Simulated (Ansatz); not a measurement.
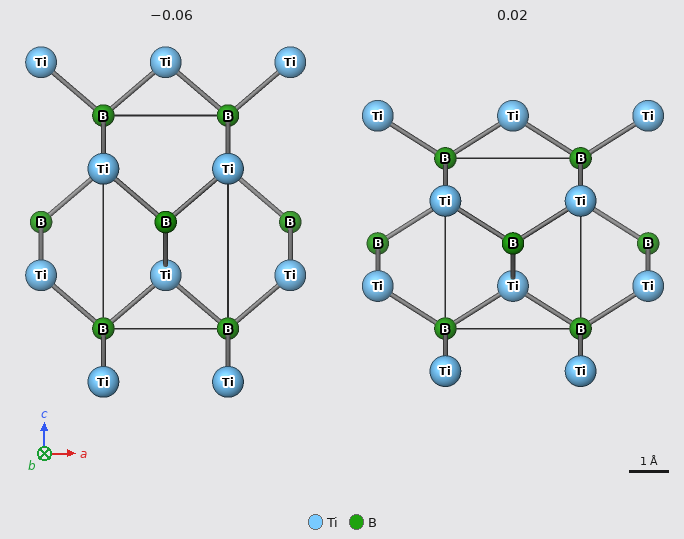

Solid TiB (set up in F-43m), under biaxial strain in the a–b plane (c relaxed, atoms fixed by symmetry), with energies (extrapolated to zero smearing) counted from the relaxed crystal, which is the row at zero; the cubic crystal is set up in a tetragonal cell with a = a(cubic)/√2 and c = a(cubic). The picture shows the first and the last member. The picture is a ball-and-stick view of the cell of the calculation, seen along the b axis.

Computed with Ansatz 0.2.0: DFT PBEsol, scalar-relativistic, plane waves, PAW. Set-up: plane-wave cutoff 420 eV; k-point mesh 12 × 12 × 10; occupations gaussian; smearing width 0.1 eV; no spin polarisation; force threshold 0.008 eV/Å.

```tsv
strain	energy (meV/atom)	a (Å)	c (Å)
−0.06	−14.57	3.261	5.576
−0.04	−9.27	3.331	5.336
−0.02	?	?	?
0.0	0.00	3.470	4.907
0.02	−10.46	3.539	4.455
```

> Estimate the missing row from the others, and compare with the calculation.

A parabola through three neighbouring rows (−0.06, −0.04, 0.0) gives, with Lagrange weights, (−0.3333)(−14.57) + (1.0000)(−9.27) + (0.3333)(0.00) = −4.41 meV/atom. The calculation gives −3.25 meV/atom (a = 3.400 Å, c = 5.148 Å). The estimate is 1.16 meV/atom too low. The miss is large: three rows don't fix the curve here, or the series isn't smooth. Both neighbours of the unstrained cell lie lower, so it is unstable to this strain at this level. From the first member to the last: B–Ti 2.145 → 2.091 Å.

The whole series:

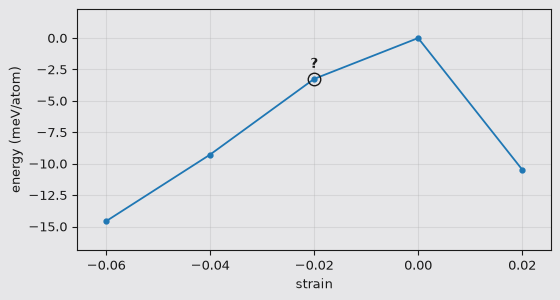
